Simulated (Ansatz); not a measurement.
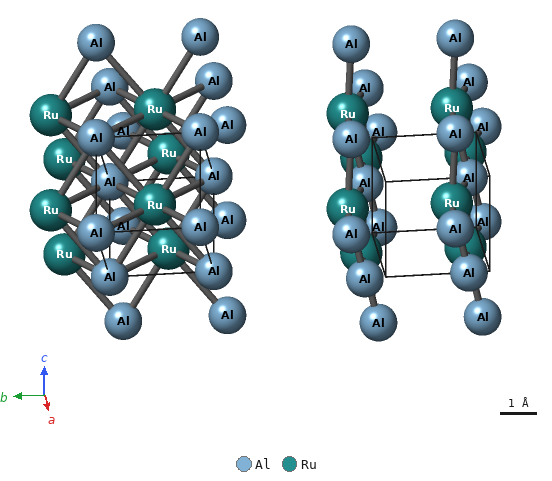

Two geometries of a crystal of AlRu (set up in Pm), drawn at one scale. One is the start of a relaxation, the other its converged end. The picture is a ball-and-stick view of the cell of the calculation, repeated 2 × 2 × 2 with one cell outlined, seen from a free direction.

Computed with Ansatz 0.2.0, DFT PBEsol, scalar-relativistic, plane waves, PAW. Set-up: plane-wave cutoff 420 eV; k-point mesh 12 × 12 × 12; occupations gaussian; smearing width 0.15 eV; no spin polarisation; atoms relaxed in a fixed cell; force threshold 0.01 eV/Å; at most 80 steps.

Q: Which of the two is the end point?

A: The left one is the relaxed one. The energy falls by 2074 meV per atom in 4 accepted moves (5 points after the start). The largest force component goes from 3.3 to 0.0017 eV/Å. 1 step only repeated the SCF at the same geometry. The largest moves, 0.60 Å, are those of Al and Ru atoms. Largest moves by element: Al 0.60 Å, Ru 0.60 Å. The cell doesn't change. Near-neighbour distances that change, for instance: Al–Ru 3.434 → 2.578 Å, Al–Ru 3.393 → 2.578 Å, Al–Ru 2.092 → 2.577 Å, Al–Ru 2.157 → 2.578 Å. New bonds form, among them: Al–Ru (3.39 → 2.58 Å), Al–Ru (3.43 → 2.58 Å). Bond angles that change, for instance: Ru–Al–Ru 164.3° → 109.5°, Al–Ru–Al 164.3° → 109.5°, Ru–Al–Ru 90.7° → 70.5°. The space group (tolerance 0.01 Å) goes from Pm (No. 6) to Pm-3m (No. 221). Cost: 71 s on 2 threads of Arm Neoverse V2, on a shared host, peak memory 0.66 GiB.
